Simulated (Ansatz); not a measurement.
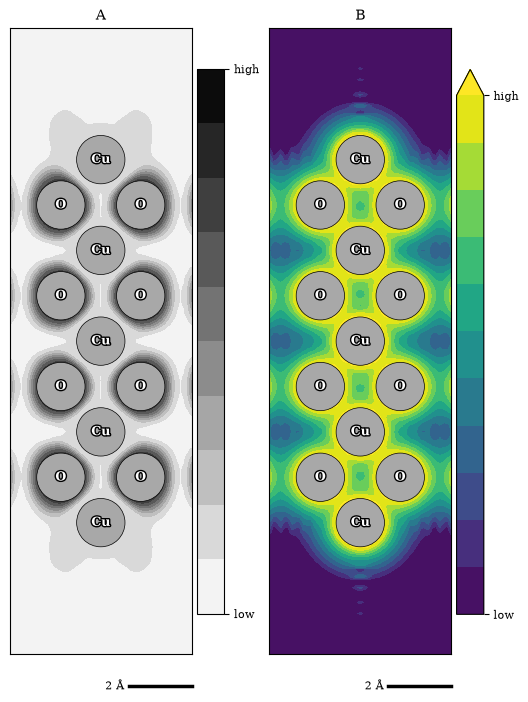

Cu₉O₈ (slab): 2 fields on the (100) plane of the calculation cell, a cut from vacuum to vacuum, with unlabelled colour scales. Grey discs cover the atomic cores.

Not relaxed (largest force 0.8 eV/Å); computed without spin polarisation.

These are results of DFT PBEsol, scalar-relativistic, plane waves, PAW in Ansatz 0.2.0, not measurements.

```cif
data_structure
_symmetry_space_group_name_H-M 'P 1'
_symmetry_Int_Tables_number 1
_cell_length_a 2.8941
_cell_length_b 5.0920
_cell_length_c 26.5764
_cell_angle_alpha 90.000
_cell_angle_beta 90.000
_cell_angle_gamma 89.992
_cell_volume 391.65
loop_
_atom_site_label
_atom_site_type_symbol
_atom_site_fract_x
_atom_site_fract_y
_atom_site_fract_z
_atom_site_occupancy
Cu1 Cu 0.49597 0.49992 0.28221 1
Cu2 Cu 0.99395 0.99989 0.33665 1
O1 O 0.49391 0.24989 0.33665 1
O2 O 0.49399 0.74989 0.33666 1
Cu3 Cu 0.49193 0.49985 0.39110 1
Cu4 Cu 0.98992 0.99981 0.44555 1
O3 O 0.48988 0.24981 0.44555 1
O4 O 0.48996 0.74981 0.44556 1
Cu5 Cu 0.48790 0.49977 0.50000 1
Cu6 Cu 0.98588 0.99974 0.55445 1
O5 O 0.48584 0.24974 0.55444 1
O6 O 0.48592 0.74974 0.55445 1
Cu7 Cu 0.48387 0.49970 0.60890 1
Cu8 Cu 0.98185 0.99966 0.66335 1
O7 O 0.48181 0.24966 0.66334 1
O8 O 0.48189 0.74966 0.66335 1
Cu9 Cu 0.47983 0.49962 0.71779 1
```

### Match the panels to the quantities (electron localisation function and valence pseudo-density).

Panel A: electron localisation function. Panel B: valence pseudo-density. From the grid: Cu–O (1.93 Å): the density is about 0.69 e/Å³ at the midpoint; the ELF peaks at about 0.85 in the valence shell of O, 0.6 Å from its nucleus, and is about 0.20 at the midpoint: no shared electron pair shows on this line.
